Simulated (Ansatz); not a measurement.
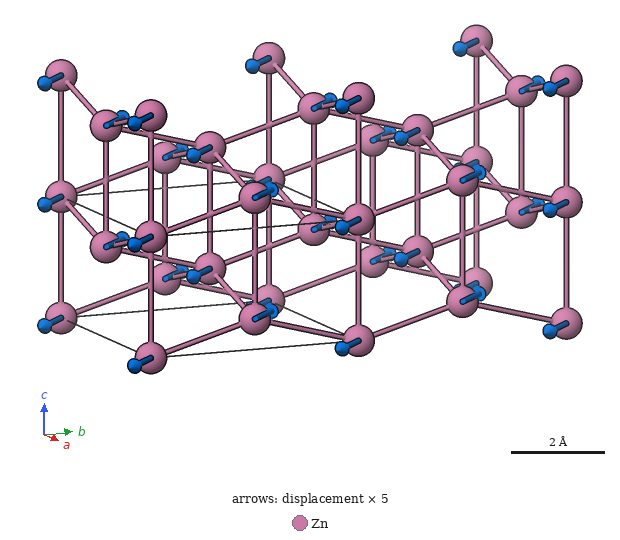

This is a relaxation of a crystal of Zn (a generated structure, set up in I4_1/amd). The starting structure is drawn; blue arrows show the displacements (the part carried along by the change of the cell is left out), magnified 5 times.

A ball-and-stick model of the conventional cell (2 times the calculation's cell), repeated 1 × 2 × 2 with one cell outlined, seen slightly off an axis. Lengths and directions refer to the drawn axes.

Phase: beta-Sn type.

Computed with DFT, r2SCAN, plane waves (500 eV) with PAW, scalar-relativistic (Ansatz). Set-up: plane-wave cutoff 500 eV; k-point mesh 13 × 13 × 9; occupations fermi dirac; smearing width 0.1 eV; no spin polarisation; cell and atoms relaxed; force threshold 0.01 eV/Å; at most 60 steps.

Question: Describe the change and its energy.

Answer: The largest moves relative to the cell, 0.25 Å, are those of Zn atoms. The drawn cell changes as follows: a = b 4.891 → 5.135 Å (+5.0 %), c 2.671 → 2.649 Å (−0.8 %), α 90.0° → 104.9°, β 90.0° → 104.9°, γ 90.0° → 58.9°; the volume changes by −10.6 %. Some distances before and after: Zn–Zn 3.707 → 2.851 Å, Zn–Zn 3.161 → 2.624 Å, Zn–Zn 2.535 → 2.774 Å, Zn–Zn 2.535 → 2.624 Å. Bond angles that change, for instance: Zn–Zn–Zn 94.0° → 146.6°, Zn–Zn–Zn 94.0° → 63.7°, Zn–Zn–Zn 74.7° → 90.0°. The space group (tolerance 0.01 Å) goes from I4_1/amd (No. 141) to Cmcm (No. 63). The energy falls by 0.518 eV per cell of the calculation in 16 accepted moves (20 points after the start). The largest force component goes from 0.00015 to 0.0015 eV/Å. Pressure: 2.05 GPa at the start and 0.01 GPa at the end. The line search rejected the trial steps at points 3, 13 of the run. At 2 points the geometry stayed and the basis and grid were re-selected for the new cell (energy shift of 22.0 meV per cell of the calculation at most each time).
